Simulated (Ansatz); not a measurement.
**What a change does: single-point calculation on WSe$_{2}$**

System: WSe$_{2}$ (6 atoms in the cell).
Method of run A: DFT PBEsol, scalar-relativistic, plane waves, PAW, no spin polarisation (Ansatz 0.2.0).

The structure derives from an entry of the Crystallography Open Database. Text and figures count atoms from 1; the logs count them from 0 in places.

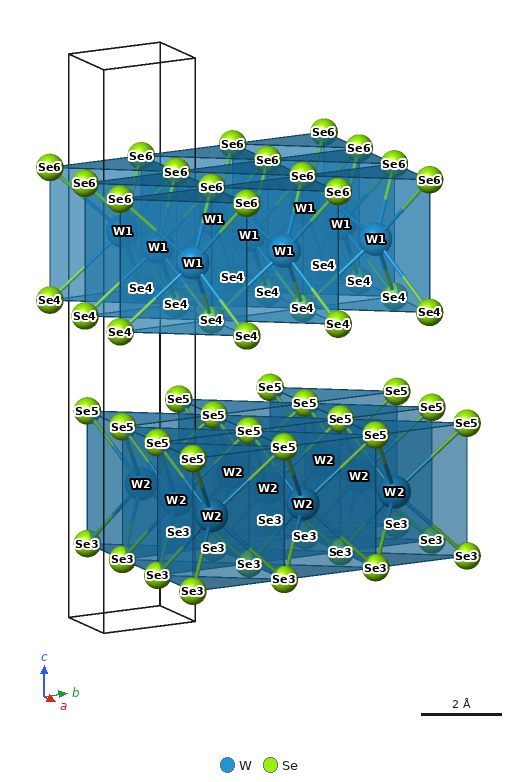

Fig. 1: The input geometry (polyhedral view of the cell of the calculation, set on other vectors, repeated 3 × 3 × 1, seen slightly off an axis; polyhedra are completed across the faces of the cell; atoms are numbered from 1 in the order of the input). An atom can appear more than once, as a periodic image.

**The input, run A**
```yaml
crystal:
  lattice:
    - [-3.2711504052, 0.0, 0.0]
    - [-1.6355752026, -2.8328993505, 0.0]
    - [0.0, 0.0, 14.2206689562]
  atoms:
    - { symbol: W, position: [0.3333333333, 0.3333333333, 0.697259865] }
    - { symbol: W, position: [0.6666666667, 0.6666666667, 0.232419955] }
    - { symbol: Se, position: [0.3333333333, 0.3333333333, 0.1147096426] }
    - { symbol: Se, position: [0.6666666667, 0.6666666667, 0.5795495527] }
    - { symbol: Se, position: [0.3333333333, 0.3333333333, 0.3501302674] }
    - { symbol: Se, position: [0.6666666667, 0.6666666667, 0.8149701774] }
basis:
  ecutwfc: 420
kpoints:
  mp_grid: { grid: [9, 9, 2] }
hamiltonian:
  xc: pbesol
scf:
  occupations: { method: gaussian, width: 0.05 }
output:
  forces: true
  stress: true
  eigenvalues: true
```

Command:
```bash
ansatz run input.yaml --threads 2 --pin off --max-ram 5120MiB --backend cpu --events-out ev --progress --plain --runs-dir out
```

Hardware: 2 threads of AMD EPYC (Zen 3), 64 GiB of memory available, shared host.

**Output, shortened to warnings, some set-up lines, iterations and results (run A)**
```
Basis set: ecut = 420 eV, 2627 PW (Γ), exchange–correlation on 48×48×192 points (8 copies of the dense FFT grid, shifted against one another)
Symmetry: 12 space group operations
k-points: 24 of 162
Initial density: superposition of atomic densities (neutral atoms: chi_scale 0, normalization atom), corrected by the library's trained network
[...]
SCF iter   1: F=—  HF=-42213.504814 eV  |F-HF|=—  |Δ(HF+E_count)|=         —  Δρ=5.21e-3  dr2=5.07e-2  ethr=1.77e-3  ⟨swp⟩=6.5  Hψ=5142  notcnv=0  defer=2
SCF iter   2: F=—  HF=-42213.503603 eV  |F-HF|=—  |Δ(HF+E_count)|=   1.21e-3  Δρ=2.80e-3  dr2=6.29e-3  ethr=5.52e-5  ⟨swp⟩=2.0  Hψ=1998  notcnv=0  defer=67
SCF iter   3: F=—  HF=-42213.504701 eV  |F-HF|=—  |Δ(HF+E_count)|=   1.10e-3  Δρ=1.48e-3  dr2=2.04e-3  ethr=6.84e-6  ⟨swp⟩=2.1  Hψ=1645  notcnv=0  defer=19
SCF iter   4: F=—  HF=-42213.505282 eV  |F-HF|=—  |Δ(HF+E_count)|=   5.81e-4  Δρ=1.78e-4  dr2=1.19e-4  ethr=2.21e-6  ⟨swp⟩=2.0  Hψ=1629  notcnv=0  defer=19
SCF iter   5: F=—  HF=-42213.505303 eV  |F-HF|=—  |Δ(HF+E_count)|=   2.08e-5  Δρ=1.06e-4  dr2=6.14e-5  ethr=1.29e-7  ⟨swp⟩=2.0  Hψ=2269  notcnv=0  defer=19
SCF iter   6: F=—  HF=-42213.505300 eV  |F-HF|=—  |Δ(HF+E_count)|=   3.37e-6  Δρ=4.80e-5  dr2=1.08e-5  ethr=6.67e-8  ⟨swp⟩=2.8  Hψ=2202  notcnv=0  defer=19
SCF iter   7: F=—  HF=-42213.505305 eV  |F-HF|=—  |Δ(HF+E_count)|=   5.51e-6  Δρ=2.05e-5  dr2=1.16e-6  ethr=1.17e-8  ⟨swp⟩=2.0  Hψ=2333  notcnv=0  defer=19
SCF iter   8: F=—  HF=-42213.505306 eV  |F-HF|=—  |Δ(HF+E_count)|=   9.43e-7  Δρ=8.25e-6  dr2=1.40e-7  ethr=1.26e-9  ⟨swp⟩=2.0  Hψ=2334  notcnv=0  defer=19
SCF iter   9: F=-42213.505307 eV  HF=-42213.505307 eV  |F-HF|=4.03e-8  |Δ(HF+E_count)|=   4.00e-7  Δρ=2.70e-6  dr2=1.40e-8  ethr=1.09e-10  ⟨swp⟩=7.0  Hψ=5280  notcnv=0
SCF 1 converged in 9 iterations: F = -42213.505307 eV  dr2 = 1.40e-8
SCF converged after 9 iterations
Free energy (F): -42213.505307 eV
Harris-Foulkes:  -42213.505307 eV  (|F-HF|=4.03e-8)
Internal energy: -42213.505307 eV  (E = F + TS)
E sigma→0 (E₀):  -42213.505307 eV
Fermi energy:    11.898146 eV
--- Per-component energies (eV) ---
  E_band       = -1822.500815
  E_kinetic    = 1379.972003
  E_local      = -14102.031991  (includes V_loc(G=0)·N_el)
  E_nonlocal   = -2362.107238
  E_hartree    = 6759.731751
  E_xc         = -946.060923
  E_vxc        = -872.657791  (∫ρ·V_xc dr)
  E_paw        = -24344.619284  (= ΣΔE_a)
  E_vpaw       = 614.871851  (= ΣTr[D̂ρ^β])
  E_aug_tail   = -0.002547  (compensation charges beyond the density's cutoff)
  E_ewald      = -8602.864464
  E_core_change = 4.477386  (= ΣΔE_core)
  E_smearing   = -0.000000  (= −TS)
  E_closure    = -0.000000  (closes the sum)
  Σ components = -42213.505307   (vs F -42213.505307, Δ=0.00e0)
--- Forces (eV/Å), atoms counted from 1 ---
  atom   1  W      0.00000000     0.00000000     0.03282464
  atom   2  W     -0.00000000    -0.00000000    -0.03282464
  atom   3  Se    -0.00000000     0.00000000     0.00616797
  atom   4  Se     0.00000000    -0.00000000    -0.00707089
  atom   5  Se     0.00000000     0.00000000     0.00707089
  atom   6  Se    -0.00000000    -0.00000000    -0.00616797
  max |Σ_I F_I| component: 4.05e-18 eV/Å
--- Stress (GPa, compression-positive) ---
       -0.063695       0.000000      -0.000000
        0.000000      -0.063695      -0.000000
       -0.000000       0.000000      -0.203601
  P = ⅓ Tr σ = -0.1103 GPa (-1.103 kbar)
```

The input of run B differs as follows (lines with − go, lines with + come):
```diff
-    - [0.0, 0.0, 14.2206689562]
+    - [0.0, 0.0, 12.9206689562]
-    - { symbol: W, position: [0.3333333333, 0.3333333333, 0.697259865] }
-    - { symbol: W, position: [0.6666666667, 0.6666666667, 0.232419955] }
-    - { symbol: Se, position: [0.3333333333, 0.3333333333, 0.1147096426] }
-    - { symbol: Se, position: [0.6666666667, 0.6666666667, 0.5795495527] }
-    - { symbol: Se, position: [0.3333333333, 0.3333333333, 0.3501302674] }
-    - { symbol: Se, position: [0.6666666667, 0.6666666667, 0.8149701774] }
+    - { symbol: W, position: [0.3333333333, 0.3333333333, 0.767413959] }
+    - { symbol: W, position: [0.6666666667, 0.6666666667, 0.255804653] }
+    - { symbol: Se, position: [0.3333333333, 0.3333333333, 0.126251037] }
+    - { symbol: Se, position: [0.6666666667, 0.6666666667, 0.637860343] }
+    - { symbol: Se, position: [0.3333333333, 0.3333333333, 0.3853582691] }
+    - { symbol: Se, position: [0.6666666667, 0.6666666667, 0.8969675751] }
```

Predict how the results change.

With the same functional and potentials, run B lies 2.0 meV per atom lower. The gap on the mesh goes from 1.37 to 1.00 eV. The pressure goes from −0.11 to 0.33 GPa. The largest force goes from 0.033 to 0.084 eV/Å. The volume per atom goes from 21.96 to 19.96 Å³. The SCF takes 8 iterations against 9. The plane waves at Γ go from 2627 to 2371.

**Output, shortened to warnings, some set-up lines, iterations and results (run B)**
```
Basis set: ecut = 420 eV, 2371 PW (Γ), exchange–correlation on 48×48×180 points (8 copies of the dense FFT grid, shifted against one another)
Symmetry: 12 space group operations
k-points: 24 of 162
Initial density: superposition of atomic densities (neutral atoms: chi_scale 0, normalization atom), corrected by the library's trained network
[...]
SCF iter   1: F=—  HF=-42213.511555 eV  |F-HF|=—  |Δ(HF+E_count)|=         —  Δρ=4.86e-3  dr2=1.45e-2  ethr=1.77e-3  ⟨swp⟩=6.1  Hψ=4790  notcnv=0  defer=1
SCF iter   2: F=—  HF=-42213.514924 eV  |F-HF|=—  |Δ(HF+E_count)|=   3.37e-3  Δρ=2.70e-3  dr2=3.22e-3  ethr=1.58e-5  ⟨swp⟩=3.0  Hψ=2693  notcnv=0  defer=24
SCF iter   3: F=—  HF=-42213.516802 eV  |F-HF|=—  |Δ(HF+E_count)|=   1.88e-3  Δρ=1.26e-3  dr2=8.16e-4  ethr=3.50e-6  ⟨swp⟩=2.0  Hψ=1399  notcnv=0  defer=11
SCF iter   4: F=—  HF=-42213.517378 eV  |F-HF|=—  |Δ(HF+E_count)|=   5.76e-4  Δρ=1.21e-4  dr2=4.50e-5  ethr=8.87e-7  ⟨swp⟩=2.0  Hψ=1718  notcnv=0  defer=11
SCF iter   5: F=—  HF=-42213.517377 eV  |F-HF|=—  |Δ(HF+E_count)|=   1.00e-6  Δρ=6.21e-5  dr2=7.37e-6  ethr=4.89e-8  ⟨swp⟩=2.3  Hψ=2249  notcnv=0  defer=11
SCF iter   6: F=—  HF=-42213.517382 eV  |F-HF|=—  |Δ(HF+E_count)|=   4.47e-6  Δρ=1.65e-5  dr2=7.79e-7  ethr=8.01e-9  ⟨swp⟩=2.8  Hψ=2218  notcnv=0  defer=11
SCF iter   7: F=—  HF=-42213.517382 eV  |F-HF|=—  |Δ(HF+E_count)|=   2.31e-7  Δρ=8.77e-6  dr2=5.58e-7  ethr=8.46e-10  ⟨swp⟩=2.3  Hψ=2144  notcnv=0  defer=11
SCF iter   8: F=-42213.517382 eV  HF=-42213.517382 eV  |F-HF|=2.29e-8  |Δ(HF+E_count)|=   3.70e-9  Δρ=3.99e-6  dr2=4.69e-8  ethr=1.09e-10  ⟨swp⟩=7.2  Hψ=5362  notcnv=0
SCF 1 converged in 8 iterations: F = -42213.517382 eV  dr2 = 4.69e-8
SCF converged after 8 iterations
Free energy (F): -42213.517382 eV
Harris-Foulkes:  -42213.517382 eV  (|F-HF|=2.29e-8)
Internal energy: -42213.517382 eV  (E = F + TS)
E sigma→0 (E₀):  -42213.517382 eV
Fermi energy:    13.598320 eV
--- Per-component energies (eV) ---
  E_band       = -1673.018574
  E_kinetic    = 1380.566489
  E_local      = -11392.577392  (includes V_loc(G=0)·N_el)
  E_nonlocal   = -2361.938545
  E_hartree    = 5479.787623
  E_xc         = -946.572530
  E_vxc        = -873.381883  (∫ρ·V_xc dr)
  E_paw        = -24344.691225  (= ΣΔE_a)
  E_vpaw       = 614.737543  (= ΣTr[D̂ρ^β])
  E_aug_tail   = -0.002559  (compensation charges beyond the density's cutoff)
  E_ewald      = -10032.566629
  E_core_change = 4.477386  (= ΣΔE_core)
  E_smearing   = -0.000000  (= −TS)
  E_closure    = -0.000000  (closes the sum)
  Σ components = -42213.517382   (vs F -42213.517382, Δ=0.00e0)
--- Forces (eV/Å), atoms counted from 1 ---
  atom   1  W     -0.00000000     0.00000000    -0.04255193
  atom   2  W     -0.00000000    -0.00000000     0.04255193
  atom   3  Se     0.00000000     0.00000000     0.08434278
  atom   4  Se     0.00000000    -0.00000000    -0.00282227
  atom   5  Se    -0.00000000     0.00000000     0.00282227
  atom   6  Se    -0.00000000    -0.00000000    -0.08434278
  max |Σ_I F_I| component: 7.23e-18 eV/Å
--- Stress (GPa, compression-positive) ---
        0.113758       0.000000      -0.000000
        0.000000       0.113758       0.000000
       -0.000000       0.000000       0.776436
  P = ⅓ Tr σ = 0.3347 GPa (3.347 kbar)
```

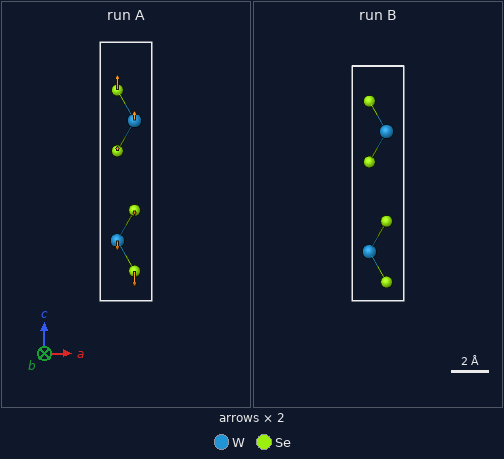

Fig. 2: The two input geometries at one scale (ball-and-stick view of the cell of the calculation, set on other vectors, along the b axis). The orange arrows on the first give the shifts of the atoms relative to the cell, with their mean removed, magnified 2 times. The largest moves relative to the cell, 0.46 Å, are those of Se atoms. By element the largest moves are Se 0.46 Å, W 0.30 Å. (The mean shift of all atoms is removed.) The volume changes by −9.1 %, with a = b stay at 3.271 Å, c 14.221 → 12.921 Å (−9.1 %).

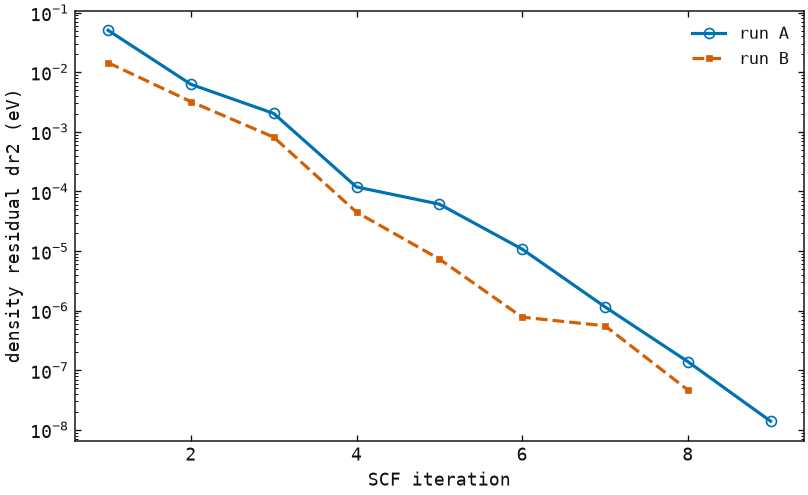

Fig. 3: Convergence of the two runs: density residual dr2 against the SCF iteration. Run A takes 9 iterations in all, and run B takes 8.

**The two runs side by side**

| quantity | run A | run B |
| --- | --- | --- |
| outcome | converged | converged |
| free energy per atom (eV) | −7035.5842 | −7035.5862 |
| gap on the mesh (eV) | 1.37 | 1.00 |
| pressure (GPa) | −0.11 | 0.33 |
| volume per atom (Å³) | 21.96 | 19.96 |
| largest force (eV/Å) | 0.033 | 0.084 |
| SCF iterations | 9 | 8 |
| irreducible k-points | 24 | 24 |
| plane waves at Γ | 2627 | 2371 |
| wall time (shared host) | 5.2 s | 4.2 s |

For both runs: Spin–orbit coupling is left out, which matters for W.
